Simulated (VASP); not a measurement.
# SiNi3: Si into a neighbouring Si vacancy, part 3 of 4

Wanted: the minimum-energy path in SiNi3 for this move: Si into a neighbouring Si vacancy. The start is a cell from a database of measured crystal structures.

VASP 6.6.1; PBE, spin-polarised from a ferromagnetic start; plane waves and PAW (Ni, Si).

Still holding for the runs below: The magnetic state follows from one typed start and may not be the lowest.

So far. Step 2 (Relax the host): The run ended after 3 ionic steps, 0.030 eV below its first step, once forces and stress met EDIFFG = -0.02. Step 3 (Relax the start): The run ended after 10 ionic steps, 0.078 eV below its first step, once the forces on the free atoms met EDIFFG = -0.05.

The database entry behind the starting cell differs from later determinations by our own check (an axis about 0.9 % long against later determinations), so it need not match the best structure at ambient conditions.

### 4. Relax the end

The end state is relaxed in the same way, so that both ends share their errors.

File INCAR:

```
SYSTEM = SiNi4
PREC = Normal
ENCUT = 280
EDIFF = 1E-05
NELM = 120
ISMEAR = 1
SIGMA = 0.15
LREAL = Auto
ALGO = Fast
GGA = PE
NBANDS = 96
ISPIN = 2
MAGMOM = 1 1 1 1 1 1 1 1 1 1 1 1 0 0 0
LASPH = .TRUE.
LMAXMIX = 4
LORBIT = 11
LWAVE = .FALSE.
LCHARG = .FALSE.
KPAR = 3
IBRION = 2
NSW = 60
ISIF = 2
EDIFFG = -0.05
POTIM = 0.4
MAXMIX = 40
ISYM = 0
```

File POSCAR:

```
SiNi4
1.0
   -3.5030935155      3.5030935155      3.5030935155
    3.5030935155     -3.5030935155      3.5030935155
    3.5030935155      3.5030935155     -3.5030935155
Ni Si
12 3
Direct
    0.2486563150      0.2488272976      0.5003741529
    0.7534598427      0.7526108249      0.5042388678
    0.7506571685      0.2462328432     -0.0002471471
    0.2495509106      0.7551201254     -0.0005498763
    0.2455392331      0.4990466628      0.2463780232
    0.7479749419     -0.0026493322      0.2509331570
    0.7492373453      0.4955064783      0.7474086090
    0.2474614784     -0.0040343820      0.7528404184
    0.5026465754      0.2498768553      0.2542220828
    0.0028708635      0.7484089261      0.2498328028
   -0.0052154873      0.2483273778      0.7515719459
    0.5009405849      0.7518992158      0.7484132912
   -0.0080671906     -0.0028589880     -0.0041027063
    0.5001128193      0.0006952303      0.5044633523
    0.0026090594      0.5013341224      0.5012689492
```

File KPOINTS:

```
Automatic mesh
0
Gamma
4 4 4
0 0 0
```

Potentials, in the order of the species: Ni and Si (PBE family, release 64).

Started as:

```console
> mpirun -np 3 vasp_std
```

Output:

```text
[... set-up lines as in an earlier step ...]
 entering main loop
       N       E                     dE             d eps       ncg     rms          rms(c)
DAV:   1     0.766588097282E+03    0.76659E+03   -0.35708E+04 13824   0.114E+03
DAV:   2    -0.202760027447E+02   -0.78686E+03   -0.73170E+03 13824   0.292E+02
DAV:   3    -0.973718859807E+02   -0.77096E+02   -0.68148E+02 14560   0.108E+02
DAV:   4    -0.997021867630E+02   -0.23303E+01   -0.23149E+01 15248   0.211E+01
DAV:   5    -0.997535274074E+02   -0.51341E-01   -0.51328E-01 16792   0.253E+00    0.387E+01
RMM:   6    -0.100284948069E+03   -0.53142E+00   -0.13981E+02 13824   0.634E+01    0.377E+01
RMM:   7    -0.861041384456E+02    0.14181E+02   -0.39413E+01 13824   0.350E+01    0.831E+00
RMM:   8    -0.877047759407E+02   -0.16006E+01   -0.19007E+00 13824   0.665E+00    0.176E+01
RMM:   9    -0.859841629469E+02    0.17206E+01   -0.13291E+00 13824   0.616E+00    0.521E+00
RMM:  10    -0.858734870197E+02    0.11068E+00   -0.24755E-01 13832   0.238E+00    0.333E+00
RMM:  11    -0.858453286591E+02    0.28158E-01   -0.80934E-02 13828   0.141E+00    0.226E+00
RMM:  12    -0.858242480263E+02    0.21081E-01   -0.34068E-02 13876   0.940E-01    0.111E+00
RMM:  13    -0.858241493864E+02    0.98640E-04   -0.84865E-03 14368   0.418E-01    0.727E-01
RMM:  14    -0.858231393563E+02    0.10100E-02   -0.56728E-03 13831   0.366E-01    0.549E-01
RMM:  15    -0.858218644816E+02    0.12749E-02   -0.17918E-03 13985   0.203E-01    0.169E-01
RMM:  16    -0.858223040347E+02   -0.43955E-03   -0.92483E-04 13915   0.140E-01    0.290E-01
RMM:  17    -0.858218935701E+02    0.41046E-03   -0.51008E-04 13830   0.116E-01    0.897E-02
RMM:  18    -0.858218999354E+02   -0.63652E-05   -0.18413E-04 14371   0.571E-02    0.790E-02
RMM:  19    -0.858218754175E+02    0.24518E-04   -0.65247E-05 13292   0.360E-02    0.206E-02
RMM:  20    -0.858218788618E+02   -0.34443E-05   -0.25197E-05  9663   0.166E-02
   1 F= -.85821879E+02 E0= -.85826995E+02  d E =-.858219E+02  mag=     2.4848
 curvature:   0.00 expect dE= 0.000E+00 dE for cont linesearch  0.000E+00
 trial: gam= 0.00000 g(F)=  0.335E-01 g(S)=  0.000E+00 ort = 0.000E+00 (trialstep = 0.100E+01)
 search vector abs. value=  0.335E-01
 bond charge predicted
       N       E                     dE             d eps       ncg     rms          rms(c)
DAV:   1    -0.858423263465E+02   -0.20451E-01   -0.46613E+00 14936   0.638E+00    0.365E-01
RMM:   2    -0.858461563344E+02   -0.38300E-02   -0.44663E-02 13824   0.120E+00    0.327E-01
RMM:   3    -0.858471320815E+02   -0.97575E-03   -0.77949E-03 13824   0.370E-01    0.370E-01
RMM:   4    -0.858464672669E+02    0.66481E-03   -0.21261E-03 13859   0.232E-01    0.131E-01
RMM:   5    -0.858464401148E+02    0.27152E-04   -0.48279E-04 13913   0.997E-02    0.900E-02
RMM:   6    -0.858464813818E+02   -0.41267E-04   -0.24697E-04 13828   0.785E-02    0.119E-01
RMM:   7    -0.858464027698E+02    0.78612E-04   -0.88471E-05 13669   0.482E-02    0.188E-02
RMM:   8    -0.858464063414E+02   -0.35716E-05   -0.23544E-05  8602   0.196E-02
   2 F= -.85846406E+02 E0= -.85851385E+02  d E =-.245275E-01  mag=     2.4894
[...]
3 F= -.85853097E+02 E0= -.85857916E+02  d E =-.312182E-01  mag=     2.4958
[...]
4 F= -.85853142E+02 E0= -.85857948E+02  d E =-.312633E-01  mag=     2.4963
[...]
5 F= -.85855742E+02 E0= -.85860511E+02  d E =-.259936E-02  mag=     2.4978
 trial-energy change:   -0.002599  1 .order   -0.002545   -0.003362   -0.001729
 step:   2.0897(harm=  2.4135)  dis= 0.00757  next Energy=   -85.856444 (dE=-0.330E-02)
 bond charge predicted
       N       E                     dE             d eps       ncg     rms          rms(c)
DAV:   1    -0.858564129439E+02   -0.67010E-03   -0.33052E-01 14624   0.169E+00    0.895E-02
RMM:   2    -0.858566226284E+02   -0.20968E-03   -0.26923E-03 13824   0.298E-01    0.133E-02
RMM:   3    -0.858566727997E+02   -0.50171E-04   -0.43887E-04 13824   0.790E-02    0.870E-03
RMM:   4    -0.858566788572E+02   -0.60575E-05   -0.55070E-05 13277   0.323E-02
   6 F= -.85856679E+02 E0= -.85861417E+02  d E =-.353665E-02  mag=     2.4990
 curvature:  -1.22 expect dE=-0.445E-03 dE for cont linesearch -0.474E-04
 trial: gam= 0.01391 g(F)=  0.365E-03 g(S)=  0.000E+00 ort = 0.348E-03 (trialstep = 0.136E+01)
 search vector abs. value=  0.375E-03
 reached required accuracy - stopping structural energy minimisation
```

Elapsed: 5.8 min, on 3 MPI ranks of AMD EPYC 9R45, shared host; peak memory 1.2 GiB.

Parts of OUTCAR (step 4):

```text
 Found     36 irreducible k-points:

   NELECT =     132.0000    total number of electrons

 E-fermi :   9.4360

 spin component 1
 k-point     1 :       0.0000    0.0000    0.0000
  band No.  band energies     occupation
    ...
     63       9.1953      1.02283
     64       9.2338      1.03348
     65       9.3712      0.83050
     66       9.3736      0.82068
     67       9.3740      0.81881
     68       9.6306     -0.03472
     69       9.6327     -0.03443
     70       9.6423     -0.03264
     71      10.0587     -0.00000
     72      10.0590     -0.00000
    ...

 k-point     2 :       0.2500    0.0000    0.0000
  band No.  band energies     occupation
    ...
     63       8.8587      1.00000
     64       8.8873      1.00000
     65       9.0604      1.00114
     66       9.0694      1.00148
     67       9.2853      1.02559
     68       9.7887     -0.00220
     69       9.9625     -0.00000
     70      10.1274     -0.00000
     71      10.3233     -0.00000
     72      10.4214     -0.00000
    ...

 k-point     3 :       0.0000    0.2500    0.0000
  band No.  band energies     occupation
    ...
     63       8.8590      1.00000
     64       8.8929      1.00000
     65       9.0591      1.00109
     66       9.0666      1.00137
     67       9.2865      1.02478
     68       9.7832     -0.00255
     69       9.9581     -0.00000
     70      10.1277     -0.00000
     71      10.3243     -0.00000
     72      10.4204     -0.00000
    ...

 k-point     4 :       0.0000    0.0000    0.2500
  band No.  band energies     occupation
    ...
     63       8.8584      1.00000
     64       8.8876      1.00000
     65       9.0595      1.00111
     66       9.0695      1.00149
     67       9.2853      1.02560
     68       9.7890     -0.00217
     69       9.9613     -0.00000
     70      10.1272     -0.00000
     71      10.3231     -0.00000
     72      10.4214     -0.00000
    ...

  Total       -4.5151626     -4.4118014     -4.5128808     -0.0038746      0.0036721     -0.0015046
  in kB      -42.0696395    -41.1065810    -42.0483793     -0.0361009      0.0342143     -0.0140193
  external PRESSURE =     -41.7415333 kB  Pullay stress =       0.0000000 kB

 POSITION                                       TOTAL-FORCE (eV/Angst)
 -----------------------------------------------------------------------------------
      1.74753      1.74350     -0.00726         0.005143     -0.004783     -0.008308
      1.75350      1.76241      3.49840         0.032202      0.008401     -0.017072
     -1.75107      1.76355      3.49314        -0.021461     -0.006206      0.015124
      1.76267     -1.76181      3.49993        -0.021762      0.002844     -0.021138
      1.74901      0.00117      1.74615         0.025431     -0.001108     -0.006550
      1.75532      0.00142      5.24436         0.006394      0.012443      0.020498
      1.74678      3.50708      1.74738         0.015301     -0.016938      0.003916
      5.25806      0.00053      1.74102        -0.011401      0.010669      0.006557
      0.00403      1.76431      1.73866        -0.012926     -0.005379     -0.000344
      3.50239     -1.74027      1.75375         0.010734      0.004579     -0.009148
      0.00333      5.24728      1.73885        -0.016605     -0.009578     -0.010661
      3.50138      1.74331      1.75048         0.011099     -0.006336      0.017013
      0.00636     -0.00205      6.99334        -0.021128      0.007315      0.021276
      3.50967      0.00207      3.49202        -0.020904      0.014599      0.012152
      3.50017      0.00487     -0.00223         0.019883     -0.010522     -0.023313
 -----------------------------------------------------------------------------------
    total drift:                               -0.009479      0.002185     -0.007581

  FREE ENERGIE OF THE ION-ELECTRON SYSTEM (eV)
  ---------------------------------------------------
  free  energy   TOTEN  =       -85.8566788572 eV

  energy  without entropy=      -85.8708945734  energy(sigma->0) =      -85.86141743

 total charge
# of ion       s       p       d       tot
------------------------------------------
    1        0.486   0.517   8.378   9.381
    2        0.486   0.515   8.377   9.377
    3        0.486   0.516   8.378   9.380
    4        0.486   0.517   8.377   9.380
    5        0.485   0.515   8.377   9.377
    6        0.485   0.515   8.377   9.377
    7        0.485   0.515   8.377   9.378
    8        0.485   0.515   8.377   9.377
    9        0.486   0.516   8.377   9.380
   10        0.486   0.517   8.378   9.382
   11        0.486   0.516   8.377   9.378
   12        0.486   0.517   8.378   9.381
   13        0.730   0.829   0.000   1.559
   14        0.730   0.829   0.000   1.559
   15        0.730   0.829   0.000   1.559
--------------------------------------------------
tot          8.019   8.678 100.528 117.226

 magnetization (x)
# of ion       s       p       d       tot
------------------------------------------
    1       -0.004  -0.012   0.240   0.224
    2       -0.004  -0.012   0.245   0.229
    3       -0.004  -0.012   0.240   0.223
    4       -0.004  -0.012   0.244   0.228
    5       -0.004  -0.012   0.244   0.228
    6       -0.004  -0.012   0.244   0.228
    7       -0.004  -0.012   0.244   0.228
    8       -0.004  -0.012   0.244   0.228
    9       -0.004  -0.012   0.247   0.230
   10       -0.004  -0.012   0.241   0.224
   11       -0.004  -0.012   0.244   0.227
   12       -0.004  -0.012   0.237   0.221
   13       -0.002  -0.013   0.000  -0.015
   14       -0.002  -0.013   0.000  -0.015
   15       -0.002  -0.013   0.000  -0.015
--------------------------------------------------
tot         -0.056  -0.187   2.914   2.672

[... 6 parts as in an earlier step ...]

[... 10 further parts left out ...]
```

Relaxation path:

| step | energy less that of the first step (eV) | largest force (eV/Å) |
| --- | --- | --- |
| 1 | 0.0000 | 0.3728 |
| 2 | -0.0245 | 0.1965 |
| 3 | -0.0312 | 0.1052 |
| 4 | -0.0313 | 0.1093 |
| 5 | -0.0339 | 0.0537 |
| 6 | -0.0348 | 0.0374 |

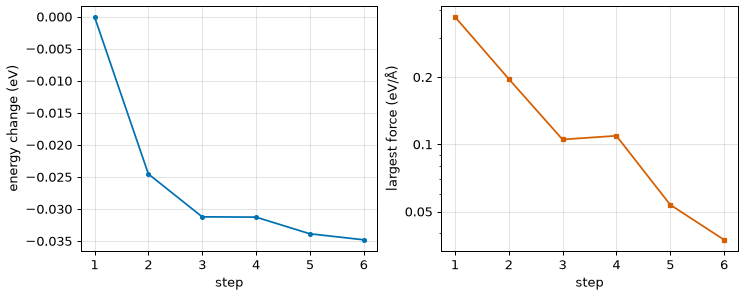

Energy and largest force along the relaxation.

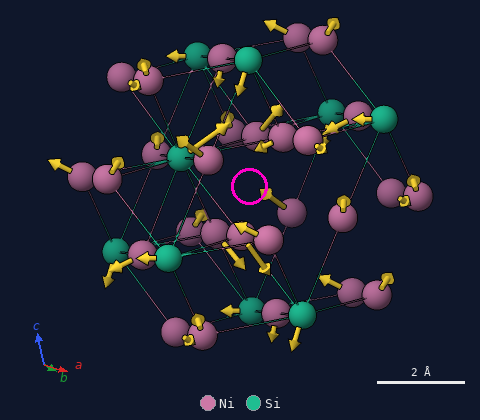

Displacements in the relaxation near the centre, exaggerated; the longest in the cell stands for 0.03 Å. A ring marks the centre wherever it is empty.

The atoms that moved most (Å):

| atom | dx | dy | dz | length |
| --- | --- | --- | --- | --- |
| Si13 | 0.002 | 0.031 | 0.011 | 0.033 |
| Ni8 | -0.001 | -0.015 | 0.022 | 0.027 |
| Ni5 | -0.002 | 0.026 | 0.001 | 0.026 |
| Ni4 | -0.006 | 0.011 | -0.021 | 0.025 |
| Ni11 | -0.015 | 0.000 | 0.017 | 0.022 |
| Ni7 | 0.017 | 0.000 | 0.005 | 0.018 |
| Ni3 | 0.017 | -0.003 | 0.000 | 0.017 |
| Ni12 | 0.000 | 0.001 | -0.017 | 0.017 |

Final coordinates:

```xyz
15
Lattice="-3.5031 3.5031 3.5031 3.5031 -3.5031 3.5031 3.5031 3.5031 -3.5031" Properties=species:S:1:pos:R:3 pbc="T T T"
Ni    1.7475    1.7435   -0.0073
Ni    1.7535    1.7624    3.4984
Ni   -1.7511    1.7635    3.4931
Ni    1.7627   -1.7618    3.4999
Ni    1.7490    0.0012    1.7462
Ni   -1.7478    3.5045    1.7413
Ni    1.7468    3.5071    1.7474
Ni    1.7550    3.5036   -1.7621
Ni    0.0040    1.7643    1.7387
Ni    3.5024   -1.7403    1.7538
Ni    3.5064    1.7442   -1.7642
Ni    3.5014    1.7433    1.7505
Si    0.0064   -0.0021   -0.0128
Si    0.0066    3.5052   -0.0111
Si    3.5002    0.0049   -0.0022
```

Numbers from this step:

```yaml
electronic_steps: 46
free_energy_toten: -85.8567 eV
energy_at_zero_smearing: -85.8614 eV
```

The run ended after 6 ionic steps, 0.035 eV below its first step, once the forces on the free atoms met EDIFFG = -0.05.

(Part 3 of 4 ends here.)

[Lines on the potential files, build, host, timing and source positions are cut from VASP's logs without a mark.]

[Logs are printed without paths, hosts, clocks, repeated set-up lines and the standing remarks that a program may print on its own settings, such as how far it seeks lower states.]

[Hosts, paths, dates, database ids (printed as entryN), source tags and the programs' standing remarks are cut or masked in the printed files.]

[Runs that stopped without an error message from VASP are left out.]
